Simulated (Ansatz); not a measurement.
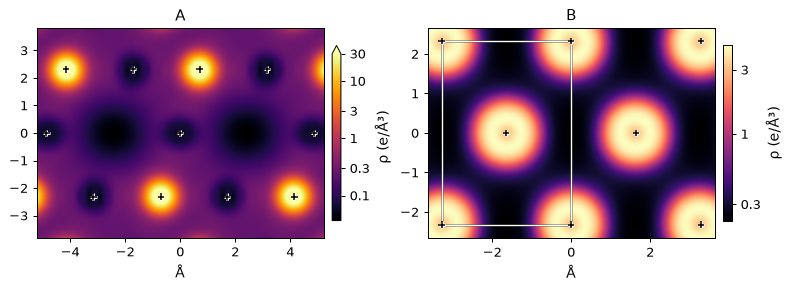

The valence pseudo-density of 2 systems, each on a plane through atoms (crosses mark nuclei in the plane).

Level of theory: DFT PBEsol, scalar-relativistic, plane waves, PAW (Ansatz).

System 1: Al$_{3}$Ni$_{2}$, the (110) plane of the conventional cell. Space group P-3m1; a structure from a database of computed crystals, not necessarily the ambient phase; computed without spin polarisation.

```yaml
crystal:
  lattice:
    - [4.00314, 0.00000, 0.00000]
    - [-2.00157, 3.46682, 0.00000]
    - [0.00000, 0.00000, 4.85946]
  atoms:
    - { symbol: Al, position: [0.00000, 0.00000, 0.00000] }
    - { symbol: Al, position: [0.33333, 0.66667, 0.64778] }
    - { symbol: Al, position: [0.66667, 0.33333, 0.35222] }
    - { symbol: Ni, position: [0.33333, 0.66667, 0.14557] }
    - { symbol: Ni, position: [0.66667, 0.33333, 0.85443] }
```

System 2: Ta, the (11̄0) plane of the conventional cell. Space group Im-3m; computed without spin polarisation.

Q: Which map belongs to which system?

A: Panel A is system 1, Al$_{3}$Ni$_{2}$: the plane holds Al and Ni. Al–Ni (2.42 Å): ρ is about 0.35 e/Å³ halfway. Panel B is system 2, Ta: the plane holds Ta. Ta–Ta (2.84 Å): ρ is about 0.31 e/Å³ halfway.
